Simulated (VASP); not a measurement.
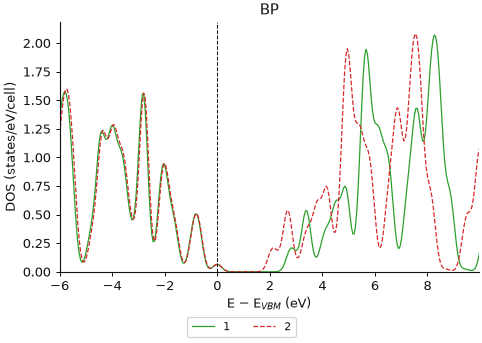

Total densities of states of BP, space group F-43m, 2 atoms in the cell, zincblende type, by two methods on the same cell. The curves are built from the levels of the k mesh with Gaussians 0.4 eV wide, which also blur the band edges. Each is counted from its own valence-band top.

Q: Which curve is which? The methods: PBE0 (VASP), HSE06 (VASP).

A: 1 is PBE0 (VASP); 2 is HSE06 (VASP). PBE0 (VASP) gives a gap of 2.67 eV and HSE06 (VASP) gives a gap of 1.97 eV.

Settings. PBE0 (VASP): DFT, PBE0, plane waves, PAW, 6×6×6 k mesh, 520 eV cutoff, Gaussian smearing of 0.01 eV (VASP 6.6.1). HSE06 (VASP): DFT, HSE06, plane waves, PAW, 6×6×6 k mesh, 520 eV cutoff, Gaussian smearing of 0.01 eV (VASP).
